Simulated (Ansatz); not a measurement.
**Two runs on TiAl**

System: TiAl (2 atoms in the cell).
Method of the first run: Kohn-Sham DFT of a periodic cell, PBEsol, all-electron LAPW, scalar-relativistic, no spin polarisation (Ansatz 0.2.0).

The structure derives from a Materials Project entry. Text and figures count atoms from 1; the logs count them from 0 in places.

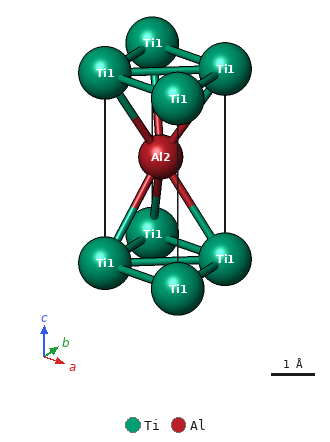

Fig. 1: The structure as given in the input (ball-and-stick view of the cell of the calculation, seen slightly off an axis; atoms are numbered from 1 in the order of the input). Near neighbours in the crystal (not all of them lie inside the picture): Ti has 6 Al at 2.87 Å and 6 Ti at 2.87 Å; Al has 6 Al at 2.87 Å and 6 Ti at 2.87 Å.

### Input, the first run
```yaml
crystal:
  lattice:
    - [2.8672622327, 0.0, 0.0]
    - [-1.4336311163, 2.4831219328, 0.0]
    - [0.0, 0.0, 4.678083]
  atoms:
    - { symbol: Ti, position: [0.0, 0.0, 0.0] }
    - { symbol: Al, position: [0.3333333333, 0.6666666667, 0.5] }
kpoints:
  mp_grid: { grid: [11, 11, 6] }
scf:
  occupations: { method: gaussian, width: 0.05 }
hamiltonian:
  xc: pbesol
  pseudopotentials: { kind: all_electron, lapw: { basis_error: 0.001 } }
output:
  forces: true
  stress: true
  eigenvalues: true
```

Launched with:
```bash
ansatz run input.yaml --threads 1 --pin off --max-ram 3072MiB --backend cpu --events-out ev --progress --plain --runs-dir out
```

Hardware: 1 thread of Intel Xeon @ 2.70GHz, 189 GiB of memory available, shared host.

### Output, shortened to warnings, some set-up lines, iterations and results (the first run)
```
Basis set: ecut = 224.82284295312942 eV, 251 PW (Γ), exchange–correlation at level 2
Symmetry: 12 space group operations
k-points: 64 of 726 (time reversal used)
Initial density: superposition of atomic densities (chi_scale 0.1, normalization cell, long waves kept (reshape's long-wave potential 0.00 eV rms))
[...]
SCF iter   1: F=—  HF=-29802.921076 eV  |F-HF|=—  |Δ(HF+E_count)|=         —  Δρ=2.45e-2  dr2=4.36e-1  ethr=1.89e-3  ⟨swp⟩=2.2  Hψ=7093  notcnv=0
SCF iter   2: F=—  HF=-29802.767344 eV  |F-HF|=—  |Δ(HF+E_count)|=   1.54e-1  Δρ=1.93e-2  dr2=5.45e-1  ethr=1.89e-3  ⟨swp⟩=2.0  Hψ=3203  notcnv=0
SCF iter   3: F=—  HF=-29802.890870 eV  |F-HF|=—  |Δ(HF+E_count)|=   1.24e-1  Δρ=2.66e-2  dr2=9.67e-1  ethr=1.89e-3  ⟨swp⟩=3.0  Hψ=3616  notcnv=0  recentre
SCF iter   4: F=—  HF=-29802.646296 eV  |F-HF|=—  |Δ(HF+E_count)|=   2.45e-1  Δρ=4.51e-3  dr2=8.73e-3  ethr=3.82e-5  ⟨swp⟩=2.1  Hψ=5309  notcnv=0
SCF iter   5: F=—  HF=-29802.644210 eV  |F-HF|=—  |Δ(HF+E_count)|=         —  Δρ=5.02e-4  dr2=9.37e-5  ethr=3.80e-5  ⟨swp⟩=2.0  Hψ=2920  notcnv=0
SCF iter   6: F=—  HF=-29802.644047 eV  |F-HF|=—  |Δ(HF+E_count)|=   1.63e-4  Δρ=1.97e-4  dr2=2.06e-5  ethr=4.07e-7  ⟨swp⟩=2.9  Hψ=3012  notcnv=0
SCF iter   7: F=—  HF=-29802.644040 eV  |F-HF|=—  |Δ(HF+E_count)|=   6.83e-6  Δρ=5.55e-5  dr2=3.25e-6  ethr=8.96e-8  ⟨swp⟩=2.5  Hψ=2952  notcnv=0
SCF iter   8: F=-29802.644039 eV  HF=-29802.644039 eV  |F-HF|=5.63e-8  |Δ(HF+E_count)|=   1.02e-6  Δρ=9.12e-6  dr2=7.65e-8  ethr=1.41e-8  ⟨swp⟩=2.0  Hψ=2918  notcnv=0
SCF 1 converged in 8 iterations: F = -29802.644039 eV  dr2 = 7.65e-8
SCF converged after 8 iterations
Free energy (F): -29802.644039 eV
Harris-Foulkes:  -29802.644039 eV  (|F-HF|=5.63e-8)
Internal energy: -29802.639712 eV  (E = F + TS)
E sigma→0 (E₀):  -29802.641876 eV
Entropy (-TS):   -0.004327 eV (-2.163 meV/atom)
Fermi energy:    11.465417 eV
--- Per-component energies (eV) ---
  E_band       = -647.596290
  E_kinetic    = 30033.695171
  E_xc         = -1615.614461
  E_electrostatic = -58220.720423  (all electrons and nuclei)
  E_smearing   = -0.004327  (= −TS)
  E_closure    = 0.000000  (closes the sum)
  E_atoms      = -29790.843840  (free atoms, spherical and without spin; not in F)
  Σ components = -29802.644039   (vs F -29802.644039, Δ=0.00e0)
  Basis errors (estimates in eV, not in F): energy 7.9e-5 per atom: plane waves 4.2e-5 (3.2e-5 summed), levels above the bands 0.0e0, relativity 5.5e-9, radial functions 3.7e-5, core shells 3.2e-8; eigenvalues (radial functions only) 1.3e-6; not estimated: angular momenta, meshes, grids; target …
--- Forces (eV/Å), atoms counted from 1 ---
  atom   1  Ti    -0.00000000     0.00000000     0.00000000
  atom   2  Al     0.00000000    -0.00000000    -0.00000000
  max |Σ_I F_I| component: 2.78e-17 eV/Å
--- Stress (GPa, compression-positive) ---
       -2.496057      -0.000000       0.000000
       -0.000000      -2.496057       0.000000
        0.000000       0.000000      -3.805200
  P = ⅓ Tr σ = -2.9324 GPa (-29.324 kbar)
```

For the second run the input was changed thus:
```diff
-  xc: pbesol
+  xc: pbe
```

Predict how the results change.

The total energies belong to different methods, so their difference says nothing on which is more stable or more accurate. The pressure goes from −2.93 to 0.17 GPa. The functional changes from PBEsol to PBE. Along LDA, PBEsol, PBE and RPBE the binding weakens and the preferred volume grows, so the same cell is under more pressure with the later ones. The number of SCF iterations is the same.

### Output, shortened to warnings, some set-up lines, iterations and results (the second run)
```
Basis set: ecut = 225.151259328839 eV, 251 PW (Γ), exchange–correlation at level 2
Symmetry: 12 space group operations
k-points: 64 of 726 (time reversal used)
Initial density: superposition of atomic densities (chi_scale 0.1, normalization cell, long waves kept (reshape's long-wave potential 0.00 eV rms))
[...]
SCF iter   1: F=—  HF=-29841.606336 eV  |F-HF|=—  |Δ(HF+E_count)|=         —  Δρ=2.43e-2  dr2=4.23e-1  ethr=1.83e-3  ⟨swp⟩=2.2  Hψ=7094  notcnv=0
SCF iter   2: F=—  HF=-29841.465840 eV  |F-HF|=—  |Δ(HF+E_count)|=   1.40e-1  Δρ=1.88e-2  dr2=5.10e-1  ethr=1.83e-3  ⟨swp⟩=2.0  Hψ=3200  notcnv=0
SCF iter   3: F=—  HF=-29841.615225 eV  |F-HF|=—  |Δ(HF+E_count)|=   1.49e-1  Δρ=2.75e-2  dr2=1.03e0  ethr=1.83e-3  ⟨swp⟩=3.0  Hψ=3620  notcnv=0  recentre
SCF iter   4: F=—  HF=-29841.355167 eV  |F-HF|=—  |Δ(HF+E_count)|=   2.60e-1  Δρ=4.65e-3  dr2=9.45e-3  ethr=4.14e-5  ⟨swp⟩=2.0  Hψ=5331  notcnv=0
SCF iter   5: F=—  HF=-29841.353441 eV  |F-HF|=—  |Δ(HF+E_count)|=         —  Δρ=5.39e-4  dr2=1.30e-4  ethr=4.11e-5  ⟨swp⟩=2.0  Hψ=2918  notcnv=0
SCF iter   6: F=—  HF=-29841.353254 eV  |F-HF|=—  |Δ(HF+E_count)|=   1.87e-4  Δρ=1.95e-4  dr2=1.53e-5  ethr=5.66e-7  ⟨swp⟩=2.5  Hψ=2956  notcnv=0
SCF iter   7: F=—  HF=-29841.353248 eV  |F-HF|=—  |Δ(HF+E_count)|=   6.29e-6  Δρ=5.25e-5  dr2=3.03e-6  ethr=6.63e-8  ⟨swp⟩=2.9  Hψ=3037  notcnv=0
SCF iter   8: F=-29841.353247 eV  HF=-29841.353247 eV  |F-HF|=3.26e-8  |Δ(HF+E_count)|=   9.41e-7  Δρ=7.99e-6  dr2=4.70e-8  ethr=1.32e-8  ⟨swp⟩=2.0  Hψ=2918  notcnv=0
SCF 1 converged in 8 iterations: F = -29841.353247 eV  dr2 = 4.70e-8
SCF converged after 8 iterations
Free energy (F): -29841.353247 eV
Harris-Foulkes:  -29841.353247 eV  (|F-HF|=3.26e-8)
Internal energy: -29841.348949 eV  (E = F + TS)
E sigma→0 (E₀):  -29841.351098 eV
Entropy (-TS):   -0.004298 eV (-2.149 meV/atom)
Fermi energy:    11.559459 eV
--- Per-component energies (eV) ---
  E_band       = -648.506954
  E_kinetic    = 30079.247592
  E_xc         = -1655.607332
  E_electrostatic = -58264.989209  (all electrons and nuclei)
  E_smearing   = -0.004298  (= −TS)
  E_closure    = 0.000000  (closes the sum)
  E_atoms      = -29830.403974  (free atoms, spherical and without spin; not in F)
  Σ components = -29841.353247   (vs F -29841.353247, Δ=0.00e0)
  Basis errors (estimates in eV, not in F): energy 8.3e-5 per atom: plane waves 4.1e-5 (3.1e-5 summed), levels above the bands 0.0e0, relativity 5.7e-9, radial functions 4.2e-5, core shells 3.1e-8; eigenvalues (radial functions only) 1.3e-6; not estimated: angular momenta, meshes, grids; target …
--- Forces (eV/Å), atoms counted from 1 ---
  atom   1  Ti    -0.00000000     0.00000000     0.00000000
  atom   2  Al     0.00000000    -0.00000000    -0.00000000
  max |Σ_I F_I| component: 3.24e-17 eV/Å
--- Stress (GPa, compression-positive) ---
        0.685447      -0.000000       0.000000
       -0.000000       0.685447       0.000000
        0.000000       0.000000      -0.863392
  P = ⅓ Tr σ = 0.1692 GPa (1.692 kbar)
```

### The two runs side by side

```tsv
quantity	the first run	the second run
outcome	converged	converged
free energy per atom (eV)	−14901.3220	−14920.6766
energy per atom, smearing taken to zero (eV)	−14901.3209	−14920.6755
gap on the mesh (eV)	0.00	0.00
pressure (GPa)	−2.93	0.17
largest force (eV/Å)	0.000	0.000
SCF iterations	8	8
irreducible k-points	64	64
plane waves at Γ	251	251
wall time (shared host)	13 s	16 s
```
